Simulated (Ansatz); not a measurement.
System: SiNi.

The calculation's input:

```
crystal:
  lattice:
    - [0.0, 2.8785871378, 2.8785871378]
    - [2.8785871378, 0.0, 2.8785871378]
    - [2.8785871378, 2.8785871378, 0.0]
  atoms:
    - { symbol: Si, position: [0.5, 0.5, 0.5] }
    - { symbol: Si, position: [0.75, 0.75, 0.75] }
    - { symbol: Ni, position: [0.25, 0.25, 0.25] }
    - { symbol: Ni, position: [0.0, 0.0, 0.0] }
basis:
  ecutwfc: 420
kpoints:
  mp_grid: { grid: [14, 14, 14] }
hamiltonian:
  xc: pbe
scf:
  occupations: { method: gaussian, width: 0.1 }
output:
  forces: true
  stress: true
  eigenvalues: true
  write_density: true
  write_potential: true
  elf: true
  volumetric_format: npy
relax:
  adjacent_minimum: "off"
  f_tol: 0.01
  max_steps: 80
  cell: { stress_tol: 0.05 }
```

Launched as:

```sh
ansatz run input.yaml --threads 1 --pin off --max-ram 2560MiB --backend cpu --events-out ev --progress --plain --runs-dir out
```

Below, planes, directions and counts refer to the conventional cell (a = 5.75 Å, b = 5.75 Å, c = 5.75 Å, α = 90.00°, β = 90.00°, γ = 90.00°).

Space group Fd-3m; a structure generated by program, which may or may not match a known phase; computed without spin polarisation.

Level of theory: DFT PBE, scalar-relativistic, plane waves, PAW (Ansatz 0.2.0).

> Predict the valence pseudo-density and electron localisation function between the atoms.

Si–Ni (2.49 Å): ρ at the midpoint is about 0.35 e/Å³; the ELF peaks at about 0.70 in the valence shell of Si, 0.9 Å from its nucleus, and is about 0.45 at the midpoint.
Si–Si (2.49 Å): the density is about 0.37 e/Å³ at the midpoint; the ELF peaks at about 0.65 between the atoms.
Ni–Ni (2.49 Å): the density is about 0.31 e/Å³ at the midpoint; the ELF is about 0.25 at the midpoint (no localised pair shows between them).
Si–Ni (2.88 Å): the density is about 0.23 e/Å³ at the midpoint; the ELF peaks at about 0.60 in the valence shell of Si, 0.9 Å from its nucleus, and drops to about 0.15 between the two atoms.

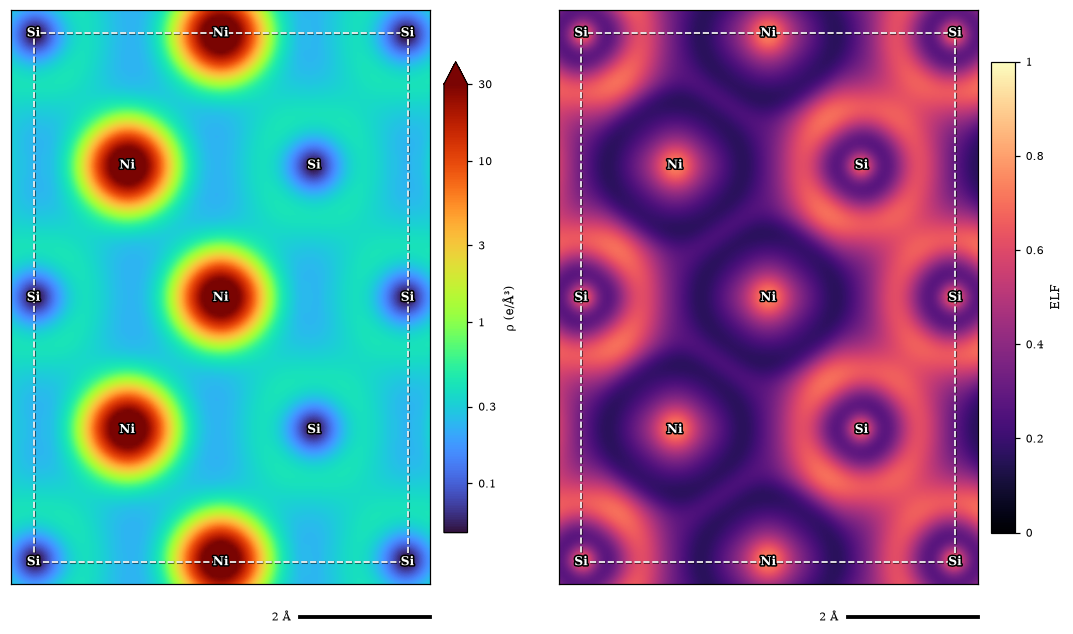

Computed valence pseudo-density and electron localisation function on the (110) plane of the conventional cell, in this order. 
